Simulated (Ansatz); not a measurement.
# Calculations on Si₂W₃

### Relaxation

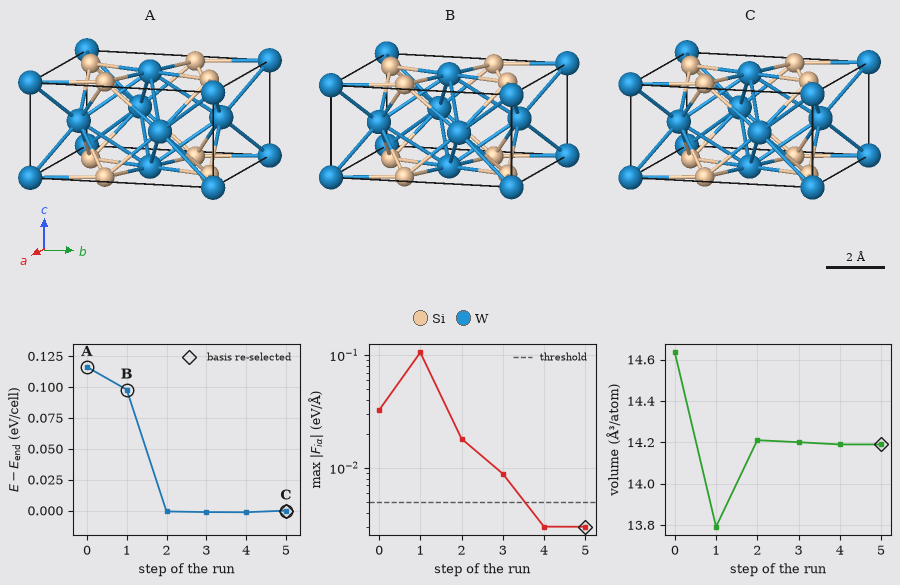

Frames of a relaxation of a crystal of Si2W3 (set up in P4/mbm), marked on the history of the run. The picture is a ball-and-stick view of the cell of the calculation, seen slightly off an axis.

Computed with DFT PBEsol, scalar-relativistic, plane waves, PAW (Ansatz).

Input file:
```yaml
crystal:
  lattice:
    - [6.615847, 0.0, 0.0]
    - [0.0, 6.615847, 0.0]
    - [0.0, 0.0, 3.343505]
  atoms:
    - { symbol: Si, position: [0.133998, 0.633998, 0.0] }
    - { symbol: Si, position: [0.866002, 0.366002, 0.0] }
    - { symbol: Si, position: [0.633998, 0.866002, 0.0] }
    - { symbol: Si, position: [0.366002, 0.133998, 0.0] }
    - { symbol: W, position: [0.5, 0.5, 0.0] }
    - { symbol: W, position: [0.0, 0.0, 0.0] }
    - { symbol: W, position: [0.659841, 0.159841, 0.5] }
    - { symbol: W, position: [0.340159, 0.840159, 0.5] }
    - { symbol: W, position: [0.159841, 0.340159, 0.5] }
    - { symbol: W, position: [0.840159, 0.659841, 0.5] }
basis:
  ecutwfc: 420
kpoints:
  mp_grid: { grid: [6, 6, 10] }
hamiltonian:
  xc: pbesol
scf:
  occupations: { method: gaussian, width: 0.1 }
output:
  forces: true
  stress: true
  eigenvalues: true
  write_density: true
  write_potential: true
  elf: true
  volumetric_format: npy
relax:
  adjacent_minimum: "off"
  f_tol: 0.005
  max_steps: 80
  cell: { stress_tol: 0.05 }
```

Run as
```bash
ansatz run input.yaml --threads 2 --pin off --max-ram 5120MiB --backend cpu --events-out ev --progress --plain --runs-dir out
```

What happens along the run?

Answer. The energy falls by 0.116 eV per cell of the calculation in 4 accepted moves (5 points after the start). Largest force component: 0.033 eV/Å at the start, 0.003 eV/Å at the end. The pressure goes from −7.67 to 0.00 GPa. At 1 point the geometry stayed and the basis and grid were re-selected for the new cell (energy shift of 1.3 meV per cell of the calculation at most each time). The atoms keep their places relative to the cell (all moves are under 0.005 Å). The drawn cell changes as follows: a = b 6.616 → 6.582 Å (−0.5 %), c 3.344 → 3.275 Å (−2.1 %); the volume changes by −3.0 %. Near-neighbour distances that change, for instance: Si1–W8 2.553 → 2.522 Å, W5–W10 2.996 → 2.967 Å, Si1–W10 2.570 → 2.540 Å, W7–W8 2.991 → 2.976 Å. The space group stays P4/mbm (No. 127). Cost: 90 s on 2 threads of Intel(R) Xeon(R) Platinum 8375C CPU @ 2.90GHz (Ice Lake) (shared host), peak memory 0.78 GiB. From step 0 to 1: volume −5.8 %, energy −18.3 meV per cell of the calculation. From step 1 to 5: volume +2.9 %, energy −97.9 meV per cell of the calculation.

```
step  E − E(0), meV/atom  largest force component, eV/Å  pressure, GPa  volume, Å³/atom                      note
   0                0.00                         0.0326          -7.67           14.634                          
   1               -1.83                         0.1058           8.15           13.792                          
   2              -11.69                         0.0182          -0.37           14.210                          
   3              -11.74                         0.0089          -0.21           14.201                          
   4              -11.75                         0.0030           0.01           14.190                          
   5              -11.62                         0.0030           0.00           14.190  same geometry, new basis
```

### Scan

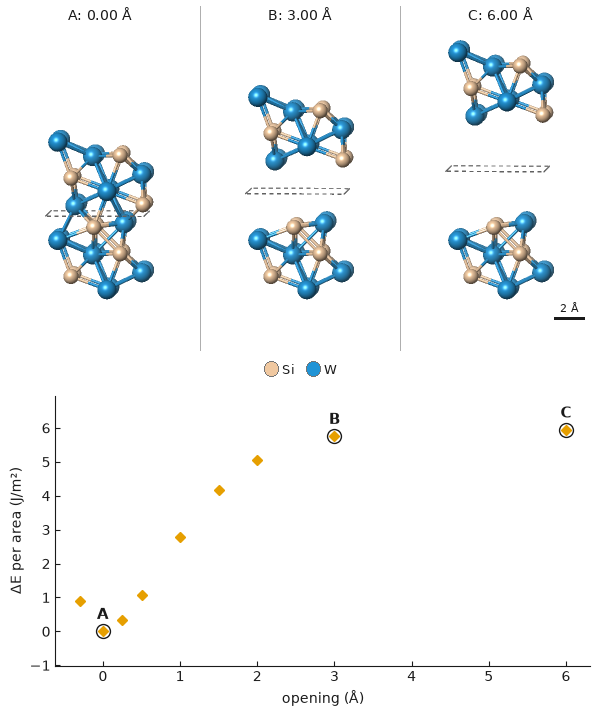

A crystal of Si2W3 (P4/mbm): the crystal is pulled apart rigidly along the normal of the (1 0 0) plane of the conventional cell, at a cut between a plane of Si/W below and one of Si/W above, 1.19 Å apart. One cut stands in each cell, which starts 13.2 Å high; nothing is relaxed, and the dashed outline marks the cut. The lettered frames are marked on the plot. The picture is a ball-and-stick view of the layers on both sides of the cut, seen from the side, nearly along the cut plane.

Computed with DFT PBEsol, scalar-relativistic, plane waves, PAW in Ansatz. (plane-wave cutoff 420 eV; k-point mesh 6 × 12 × 3; occupations gaussian; smearing width 0.15 eV; no spin polarisation). Energies (free energies at the smearing named) are counted from the relaxed crystal.

Question: What does the scan show?

Answer: At the widest opening, 6.00 Å, the energy has risen by 5.94 J/m², where the curve has levelled off: this is the ideal work of separation, the sum of the two unrelaxed surface energies of a slab 13.2 Å thick. The steepest rise lies between 0.50 Å and 1.00 Å, with a mean traction of about 34 GPa. Pressing the cut together by 0.30 Å costs 0.88 J/m².

### Scan

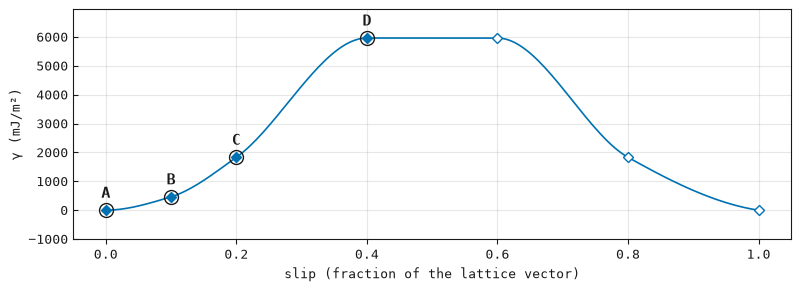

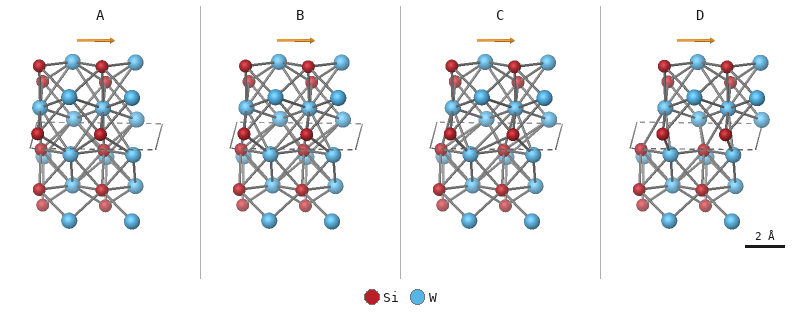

Energy scan for crystalline Si₂W₃ (P4/mbm), in which the crystal above a cut along the (1 0 0) plane of the conventional cell (between a plane of Si/W below and one of Si/W above, 1.19 Å apart) is slid rigidly by fractions of an in-plane lattice vector 3.27 Å long (a generalised stacking fault). One cut stands in each cell, which starts 13.2 Å high; nothing is relaxed, and the dashed outline marks the cut, the arrow on top the direction of slip. The lettered frames are marked on the plot. Hollow markers are points alike by symmetry, not computed again. A ball-and-stick model of the layers on both sides of the cut, seen from the side, nearly along the cut plane.

These are results of Ansatz, DFT PBEsol, scalar-relativistic, plane waves, PAW, not measurements. Set-up: plane-wave cutoff 420 eV; k-point mesh 6 × 12 × 3; occupations gaussian; smearing width 0.15 eV; no spin polarisation. Energies (free energies at the smearing named) are counted from the relaxed crystal.

Question: Describe the profile.

Answer: The curve starts and ends at zero, since a full lattice vector restores the crystal. Its highest computed point is 5962 mJ/m² at slip 0.40 and 0.60. The points are too sparse to place its extrema closely. Relaxation across the fault would lower the values.
